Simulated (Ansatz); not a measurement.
## Ta2C: a failed or faulty run and its cure

System: Ta2C (3 atoms in the cell).
Method of run 1: DFT, PBEsol, plane waves, PAW (Ansatz 0.2.0).

The structure derives from an entry of the Crystallography Open Database. Text and figures count atoms from 1; the logs count them from 0 in places.

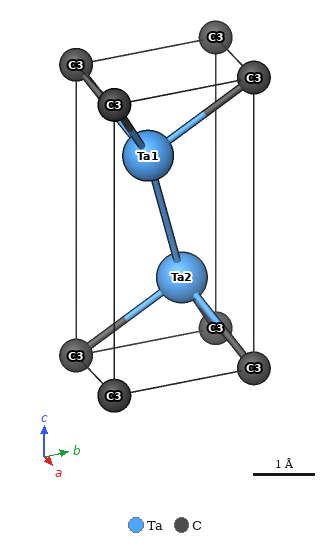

Fig. 1: The starting structure (ball-and-stick view of the cell of the calculation, seen slightly off an axis; atoms are numbered from 1 in the order of the input). Near neighbours in the crystal (not all of them lie inside the picture): Ta has 3 C at 2.18 Å and 12 Ta at 3.04 to 3.11 Å; C has 6 Ta at 2.18 Å.

Input, run 1:
```yaml
crystal:
  lattice:
    - [3.1059, 0.0, 0.0]
    - [-1.55295, 2.6897883016, 0.0]
    - [0.0, 0.0, 4.9464]
  atoms:
    - { symbol: Ta, position: [0.6666666667, 0.3333333333, 0.74799] }
    - { symbol: Ta, position: [0.3333333333, 0.6666666667, 0.25201] }
    - { symbol: C, position: [0.0, 0.0, 0.0] }
hamiltonian:
  xc: pbesol
  pseudopotentials: { kind: paw }
kpoints:
  mp_grid: { grid: [10, 10, 6] }
scf:
  occupations: { method: fermi_dirac, width: 0.05 }
  max_iter: 100
output:
  forces: true
  stress: true
  eigenvalues: true
relax:
  f_tol: 0.01
  max_steps: 40
  cell: { stress_tol: 0.05 }
accuracy: 2.5
```

Command:
```bash
ansatz run input.yaml --threads 2 --pin off --max-ram 5632MiB --backend cpu --events-out ev --progress --plain --runs-dir out
```

Hardware: 2 threads of Arm Neoverse V2, 24 GiB of memory available, shared host.

Output (run 1):
```
Error: YAML parse error: error: line 26 column 1: unknown variant `2.5`, expected one of low, medium, high
  --> <input>:26:1
   |
24 |   max_steps: 40
25 |   cell: { stress_tol: 0.05 }
26 | accuracy: 2.5
   | ^ unknown variant `2.5`, expected one of low, medium, high
```

**Diagnose this run and give a change of the input that cures it.**

The input was spoiled on purpose: a value of the wrong type (`accuracy`). The program refused the input: “YAML parse error: error: line 26 column 1: unknown variant `2.5`, expected one of low, medium, high --> <input>:26:1 | 24 | max_steps: 40 25 | cell: { stress_tol: 0.05 } 26 | accuracy: 2.5 | ^ unknown variant `2.5`, expected one of low, medium, high”

A run of the same system that converges differs from this input as follows (lines with − go, lines with + come):
```diff
-  max_iter: 100
-accuracy: 2.5
```

Output, shortened to warnings, some set-up lines, iterations and results (run 2):
```
Basis set: ecut = 420 eV, 809 PW (Γ), exchange–correlation on 48×48×72 points (8 copies of the dense FFT grid, shifted against one another)
Symmetry: 12 space group operations
k-points: 72 of 600
Initial density: superposition of atomic densities (neutral atoms: chi_scale 0, normalization atom), corrected by the library's trained network
[...]
SCF iter   1: F=—  HF=-19861.672161 eV  |F-HF|=—  |Δ(HF+E_count)|=         —  Δρ=5.32e-3  dr2=8.44e-3  ethr=1.77e-3  ⟨swp⟩=5.7  Hψ=6314  notcnv=0
SCF iter   2: F=—  HF=-19861.670521 eV  |F-HF|=—  |Δ(HF+E_count)|=   1.64e-3  Δρ=3.24e-3  dr2=3.30e-3  ethr=2.81e-5  ⟨swp⟩=1.1  Hψ=1989  notcnv=0
SCF iter   3: F=—  HF=-19861.669735 eV  |F-HF|=—  |Δ(HF+E_count)|=   7.86e-4  Δρ=3.66e-4  dr2=5.14e-5  ethr=1.10e-5  ⟨swp⟩=2.1  Hψ=1629  notcnv=0
SCF iter   4: F=—  HF=-19861.669719 eV  |F-HF|=—  |Δ(HF+E_count)|=   1.61e-5  Δρ=8.38e-5  dr2=2.94e-6  ethr=1.71e-7  ⟨swp⟩=2.7  Hψ=2191  notcnv=0
SCF iter   5: F=—  HF=-19861.669718 eV  |F-HF|=—  |Δ(HF+E_count)|=   6.89e-7  Δρ=2.35e-5  dr2=2.37e-7  ethr=9.81e-9  ⟨swp⟩=2.0  Hψ=1826  notcnv=0
[... 35 lines ...]
SCF iter   3: F=—  HF=-19861.674646 eV  |F-HF|=—  |Δ(HF+E_count)|=   1.68e-8  Δρ=3.20e-6  dr2=1.22e-9  ethr=7.33e-11  ⟨swp⟩=2.0  Hψ=1656  notcnv=0
SCF iter   4: F=—  HF=-19861.674646 eV  |F-HF|=—  |Δ(HF+E_count)|=  3.20e-10  Δρ=3.40e-7  dr2=1.23e-10  ethr=4.06e-12  ⟨swp⟩=2.8  Hψ=2107  notcnv=0
SCF iter   5: F=-19861.674646 eV  HF=-19861.674646 eV  |F-HF|=1.09e-11  |Δ(HF+E_count)|=  4.37e-11  Δρ=6.73e-8  dr2=1.89e-12  ethr=1.00e-12  ⟨swp⟩=6.3  Hψ=6200  notcnv=0
SCF 6 converged in 5 iterations: F = -19861.674646 eV  dr2 = 1.89e-12
relax step   6: F+E_penalty+E_count = -19861.67464642 eV  Δ(F+E_penalty+E_count) = +5.044e-4 eV  max|allowed force component| = 1.340e-3 eV/Å  Δτ_max = 0.0000 Å  P = -0.004 …
basis re-selected at this cell: Δ(F+E_penalty+E_count) = +5.044e-4 eV, ΔP = -0.018 GPa vs the last step (what re-selecting the basis moved, of the pressure what is left beyond the Pulay correction that the steps carried, after the strain that the cell walked since its last selection, with what the …
SCF converged after 5 iterations
Free energy (F): -19861.674646 eV
Harris-Foulkes:  -19861.674646 eV  (|F-HF|=1.09e-11)
Internal energy: -19861.667558 eV  (E = F + TS)
E sigma→0 (E₀):  -19861.671102 eV
Entropy (-TS):   -0.007089 eV (-2.363 meV/atom)
Fermi energy:    18.596104 eV
--- Per-component energies (eV) ---
  E_band       = -187.620896
  E_kinetic    = 822.508387
  E_local      = -1177.406768  (includes V_loc(G=0)·N_el)
  E_nonlocal   = 60.527411
  E_hartree    = 406.667573
  E_xc         = -483.401887
  E_vxc        = -469.153571  (∫ρ·V_xc dr)
  E_paw        = -16640.422303  (= ΣΔE_a)
  E_vpaw       = -237.431749  (= ΣTr[D̂ρ^β])
  E_aug_tail   = 0.000267  (compensation charges beyond the density's cutoff)
  E_ewald      = -2850.588631
  E_core_change = 0.448393  (= ΣΔE_core)
  E_smearing   = -0.007089  (= −TS)
  E_closure    = 0.000000  (closes the sum)
  Σ components = -19861.674646   (vs F -19861.674646, Δ=0.00e0)
--- Forces (eV/Å), atoms counted from 1 ---
  atom   1  Ta     0.00000000     0.00000000    -0.00134014
  atom   2  Ta    -0.00000000    -0.00000000     0.00134014
  atom   3  C      0.00000000     0.00000000     0.00000000
  max |Σ_I F_I| component: 3.70e-17 eV/Å
--- Stress (GPa, compression-positive) ---
        0.007668      -0.000000      -0.000000
       -0.000000       0.007668      -0.000000
       -0.000000       0.000000      -0.027879
  P = ⅓ Tr σ = -0.0042 GPa (-0.042 kbar)
--- Relaxed structure (5 steps of the walk, 4 accepted, 1 SCFs on fresh bases) ---
  F+E_penalty+E_count = -19861.67464642 eV   max|allowed force component| = 1.340e-3 eV/Å   (the final SCF, on the basis selected at the relaxed cell)
  cell:  # Å, volume = 40.8425 Å³
    - [3.096278162393801, 1.6153040765987282e-33, -1.9722132991465458e-18]
    - [-1.5481390811969005, 2.6814555458160307, 1.321132402020587e-19]
    - [-3.1409111249312687e-18, -1.5704555624656278e-18, 4.919287345506231]
  atoms:
    - { symbol: Ta, position: [0.6666666666666667, 0.33333333333333337, 0.7472669139205611] }
[...]
```

The two runs side by side:

| quantity | run 1 | run 2 |
| --- | --- | --- |
| outcome | refused | converged |
| free energy per atom (eV) | – | −6620.5582 |
| gap on the mesh (eV) | – | 0.00 |
| pressure (GPa) | – | 0.00 |
| volume per atom (Å³) | – | 13.61 |
| largest force (eV/Å) | – | 0.001 |
| SCF iterations | – | 33 |
| irreducible k-points | – | 72 |

Notes on run 2: Spin–orbit coupling is left out, which matters for Ta.
